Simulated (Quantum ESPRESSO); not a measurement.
**Run report: P, band-structure run (part 2 of 2)**

Continued. System: P (4 atoms in the cell). Method: Kohn-Sham DFT of a periodic cell, LDA, GBRV 1.5 LDA, no spin polarisation (Quantum ESPRESSO 7.5); cutoff 612.26 eV, 8×1×6 k-mesh, fermi-dirac of 0.05 eV. The structure derives from a Materials Project entry.

Geometry of the input (Å; fractional positions):
```
3.2837  0.0000  0.0000
0.0000  34.8570  0.0000
0.0000  0.0000  4.6321
P  0.5000  0.9703  0.9078
P  0.5000  0.0297  0.0922
P  0.0000  0.0297  0.4078
P  0.0000  0.9703  0.5922
```

The program's output, continued:
```
     iteration #  5     ecut=    45.00 Ry     beta= 0.50
     Davidson diagonalization with overlap
     ethr =  1.47E-07,  avg # of iterations =  6.2

     negative rho (up, down):  6.986E-05 0.000E+00

     total energy              =     -62.21312408 Ry
     estimated scf accuracy    <       0.00000225 Ry

     iteration #  6     ecut=    45.00 Ry     beta= 0.50
     Davidson diagonalization with overlap
     ethr =  1.13E-08,  avg # of iterations =  6.2

     negative rho (up, down):  6.697E-05 0.000E+00

     total energy              =     -62.21312685 Ry
     estimated scf accuracy    <       0.00000056 Ry

     iteration #  7     ecut=    45.00 Ry     beta= 0.50
     Davidson diagonalization with overlap
     ethr =  2.79E-09,  avg # of iterations =  3.0

     negative rho (up, down):  6.655E-05 0.000E+00

     total energy              =     -62.21312699 Ry
     estimated scf accuracy    <       0.00000002 Ry

     iteration #  8     ecut=    45.00 Ry     beta= 0.50
     Davidson diagonalization with overlap
     ethr =  1.25E-10,  avg # of iterations =  6.1

     negative rho (up, down):  6.649E-05 0.000E+00

     total energy              =     -62.21312705 Ry
     estimated scf accuracy    <          2.5E-09 Ry

     iteration #  9     ecut=    45.00 Ry     beta= 0.50
     Davidson diagonalization with overlap
     ethr =  1.25E-11,  avg # of iterations =  4.7

     negative rho (up, down):  6.652E-05 0.000E+00

     total energy              =     -62.21312705 Ry
     estimated scf accuracy    <          1.0E-09 Ry

     iteration # 10     ecut=    45.00 Ry     beta= 0.50
     Davidson diagonalization with overlap
     ethr =  5.04E-12,  avg # of iterations =  2.6

     negative rho (up, down):  6.660E-05 0.000E+00

     End of self-consistent calculation

          k = 0.0000 0.0000 0.0000 ( 18299 PWs)   bands (ev):

   -18.6277 -16.1366 -12.7631  -9.2827  -8.1268  -8.1036  -6.9634  -5.3758
    -5.1613  -3.4703  -2.6250  -2.0456  -0.9650  -0.2329   0.9180   1.2466

          k = 0.0000 0.0000 0.1523 ( 18311 PWs)   bands (ev):

   -18.4952 -16.3354 -12.7635  -9.9454  -7.7830  -7.5672  -6.8630  -5.4770
    -4.6534  -4.3119  -1.9593  -1.8446  -1.2346  -0.2784   1.2834   1.4286

          k = 0.0000 0.0000 0.3046 ( 18255 PWs)   bands (ev):

   -18.1121 -16.8690 -12.5423 -11.0136  -7.2019  -6.5808  -6.3026  -5.7690
    -5.4327  -4.0890  -1.6771  -1.6446  -0.8253  -0.2148   0.8589   0.9658

          k = 0.0000 0.0000-0.4570 ( 18198 PWs)   bands (ev):

   -17.5308 -17.5308 -11.9373 -11.9373  -6.4217  -6.4217  -6.1793  -6.1793
    -4.8859  -4.8859  -1.5173  -1.5173   0.1587   0.1587   0.1941   0.1941

          k = 0.1612 0.0000 0.0000 ( 18297 PWs)   bands (ev):

   -18.4398 -15.9407 -12.8368  -9.1428  -8.3272  -7.9363  -7.9202  -6.2776
    -5.0965  -3.4972  -2.4506  -1.1672  -0.5942   0.3441   1.0813   1.6891

          k = 0.1612 0.0000 0.1523 ( 18324 PWs)   bands (ev):

   -18.3081 -16.1461 -12.7899  -9.8673  -8.1436  -7.8556  -7.1105  -6.4780
    -4.7077  -4.2587  -1.7680  -1.1001  -0.5086   0.2016   0.9084   1.4001

          k = 0.1612 0.0000 0.3046 ( 18228 PWs)   bands (ev):

   -17.9274 -16.6872 -12.5014 -10.9347  -7.9318  -7.2743  -6.8250  -5.8614
    -5.3367  -4.3213  -0.8604  -0.5479  -0.4049  -0.2357   0.2411   0.9760

          k = 0.1612 0.0000-0.4570 ( 18224 PWs)   bands (ev):

   -17.3490 -17.3490 -11.8633 -11.8633  -7.4979  -7.4979  -6.3140  -6.3140
    -4.7101  -4.7101  -0.7061  -0.7061   0.0049   0.0049   0.4379   0.4379

          k = 0.3223 0.0000 0.0000 ( 18275 PWs)   bands (ev):

   -17.8818 -15.3558 -13.3056  -9.6074  -9.0146  -8.7710  -7.4569  -6.6785
    -5.1236  -3.8674  -2.3109  -1.9613  -0.1983   0.0044   1.2090   1.8113

          k = 0.3223 0.0000 0.1523 ( 18232 PWs)   bands (ev):

   -17.7535 -15.5931 -13.1209 -10.1133  -9.2420  -8.5583  -6.8632  -6.8034
    -5.1054  -4.3091  -1.7868  -1.5570  -0.7363   0.3419   1.4627   1.9145

          k = 0.3223 0.0000 0.3046 ( 18222 PWs)   bands (ev):

   -17.3825 -16.1614 -12.6259 -11.0058  -9.3162  -8.6284  -6.8045  -5.9019
    -5.0807  -5.0044  -1.3181  -0.7479  -0.6459   0.7628   1.5344   1.7778

          k = 0.3223 0.0000-0.4570 ( 18228 PWs)   bands (ev):

   -16.8178 -16.8178 -11.8949 -11.8949  -9.0372  -9.0372  -6.2459  -6.2459
    -5.0236  -5.0236  -0.8706  -0.8706   0.1522   0.1522   2.0046   2.0046

          k = 0.4835 0.0000 0.0000 ( 18216 PWs)   bands (ev):

   -16.9754 -14.4241 -14.3906 -11.4206  -9.1029  -8.4108  -6.7697  -6.3310
    -5.5614  -4.6594  -2.2758  -1.8103  -1.7664  -0.7351  -0.0618   1.5025

          k = 0.4835 0.0000 0.1523 ( 18180 PWs)   bands (ev):

   -16.8571 -14.8906 -13.9221 -11.5953  -9.3209  -8.4487  -6.8706  -6.5088
    -5.4195  -4.6417  -2.0260  -1.6139  -1.1282  -1.0374   0.9688   1.2256

          k = 0.4835 0.0000 0.3046 ( 18199 PWs)   bands (ev):

   -16.5185 -15.4360 -13.3629 -12.0775  -9.4703  -8.7133  -7.3279  -6.6016
    -5.2030  -4.5531  -1.8031  -0.8849  -0.4264  -0.1019   1.0849   1.9062

          k = 0.4835 0.0000-0.4570 ( 18194 PWs)   bands (ev):

   -16.0134 -16.0134 -12.7209 -12.7209  -9.2152  -9.2152  -7.0831  -7.0831
    -4.8357  -4.8357  -0.8381  -0.8381  -0.2009  -0.2009   2.1121   2.1121

          k =-0.6446 0.0000 0.0000 ( 18214 PWs)   bands (ev):

   -15.7745 -15.7745 -13.0641 -13.0641  -8.6081  -8.6081  -6.2272  -6.2272
    -5.4693  -5.4693  -2.3817  -2.3817  -1.3368  -1.3368   0.2608   0.2608

          k =-0.6446 0.0000 0.1523 ( 18188 PWs)   bands (ev):

   -15.6982 -15.6982 -13.1467 -13.1467  -8.7072  -8.7072  -6.7845  -6.7845
    -4.9878  -4.9878  -2.3415  -2.3415  -0.6279  -0.6279   0.3064   0.3064

          k =-0.6446 0.0000 0.3046 ( 18194 PWs)   bands (ev):

   -15.5222 -15.5222 -13.3508 -13.3508  -8.7328  -8.7328  -7.5697  -7.5697
    -4.6450  -4.6450  -1.4970  -1.4970  -0.4375  -0.4375   1.4142   1.4142

          k =-0.6446 0.0000-0.4570 ( 18260 PWs)   bands (ev):

   -15.4172 -15.4172 -13.4770 -13.4770  -8.5614  -8.5614  -8.0636  -8.0636
    -4.5500  -4.5500  -1.2328  -1.2328   0.2247   0.2247   1.6033   1.6033

     the Fermi energy is    -3.0306 ev

!    total energy              =     -62.21312705 Ry
     estimated scf accuracy    <          2.7E-12 Ry
     smearing contrib. (-TS)   =      -0.00000099 Ry
     internal energy E=F+TS    =     -62.21312607 Ry

     The total energy is F=E-TS. E is the sum of the following terms:
     one-electron contribution =    -782.76993119 Ry
     hartree contribution      =     393.49915227 Ry
     xc contribution           =     -23.61313525 Ry
     ewald contribution        =     350.67078811 Ry

     convergence has been achieved in  10 iterations

     negative rho (up, down):  6.660E-05 0.000E+00

     Forces acting on atoms (cartesian axes, Ry/au):

     atom    1 type  1   force =    -0.00000000    0.00124291    0.00688875
     atom    2 type  1   force =     0.00000000   -0.00124291   -0.00688875
     atom    3 type  1   force =    -0.00000000   -0.00124291    0.00688875
     atom    4 type  1   force =     0.00000000    0.00124291   -0.00688875

     Total force =     0.014000     Total SCF correction =     0.000001

     Computing stress (Cartesian axis) and pressure

     negative rho (up, down):  6.660E-05 0.000E+00
          total   stress  (Ry/bohr**3)                   (kbar)     P=       -2.34
  -0.00002701   0.00000000   0.00000000           -3.97        0.00        0.00
   0.00000000  -0.00000282   0.00000000            0.00       -0.42        0.00
   0.00000000   0.00000000  -0.00001782            0.00        0.00       -2.62

=------------------------------------------------------------------------------=
   JOB DONE.
=------------------------------------------------------------------------------=
```

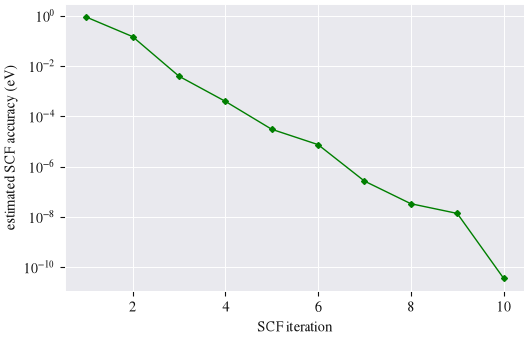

Convergence of the self-consistent field: estimated SCF accuracy against the iteration. The field takes 10 iterations in all.

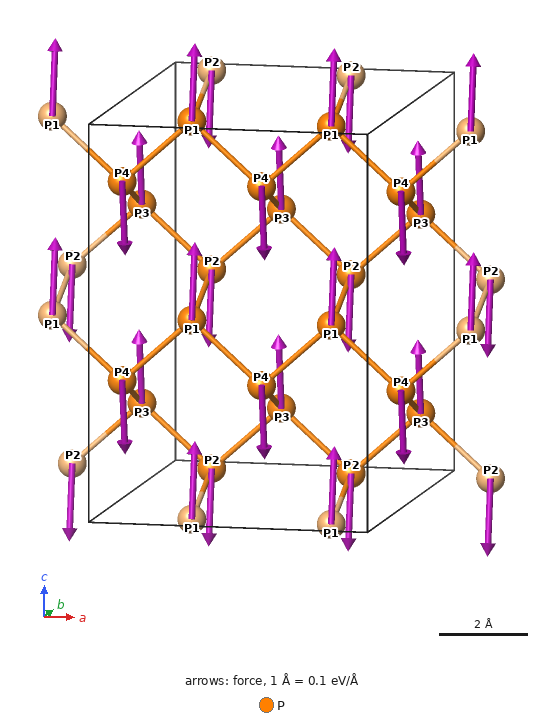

Forces on the atoms as pink arrows (ball-and-stick view of the 2 × 2 repeat of the cell, with the vacuum cut short, seen slightly off an axis; neighbours outside the cell are drawn fainter; atoms are numbered from 1 in the order of the input). The largest act on all 4 P atoms (0.18 eV/Å). The geometry is not a stationary point of this energy.

Summary:

```tsv
quantity	value
outcome	converged
space group (tolerance 0.01 Å)	Pmna (53)
electrons treated	20
free energy	−846.4527 eV
Fermi energy	−3.031 eV
gap on the k-point mesh	0.85 eV
gap on the band path	0.84 eV
pressure	−0.23 GPa
largest force (length of the vector)	0.180 eV/Å
wall time	7.8 min (CPU time 16 min)
peak memory	1.7 GiB
```

Notes on the run: eigenvalues not converged; negative rho.
